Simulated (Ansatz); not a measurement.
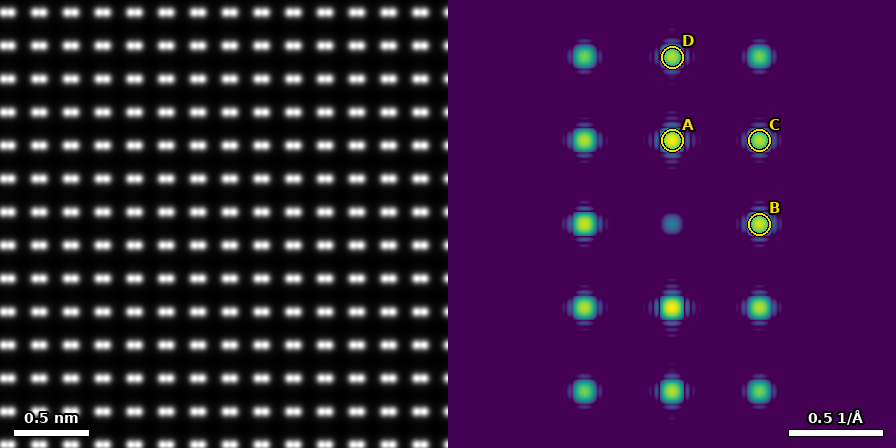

Dark-field STEM-like image of Ni (I4_1/amd, No. 141) along [101]. Simulated incoherent Z contrast: every atom adds Z^1.8 spread by a probe of 0.50 Å full width; channelling and multiple scattering are left out. The probe carries 15 % of its weight in a tail 2.5 times as wide. The display is stretched by a gamma of 0.8; percentages refer to the linear signal. Structure used: the end point of a relaxation with DFT PBE, scalar-relativistic, plane waves, PAW (Ansatz 0.2.0); the starting structure was generated, so it need not be a known form of this composition.

The right panel is the modulus of the image's Fourier transform on a logarithmic scale.

a = 4.455 Å, b = 4.455 Å, c = 2.421 Å, α = 90.00°, β = 90.00°, γ = 90.00°

Question: Index the marked spots and give their plane spacings (the zone axis points at the viewer; indices equivalent by symmetry, or all signs reversed, are as good).

Answer: A: (0 -2 0), d = 2.23 Å; B: (-1 0 1), d = 2.13 Å; C: (-1 -2 1), d = 1.54 Å; D: (0 -4 0), d = 1.11 Å. A and B enclose 90°, and every spot obeys the zone law hu + kv + lw = 0 for [101].
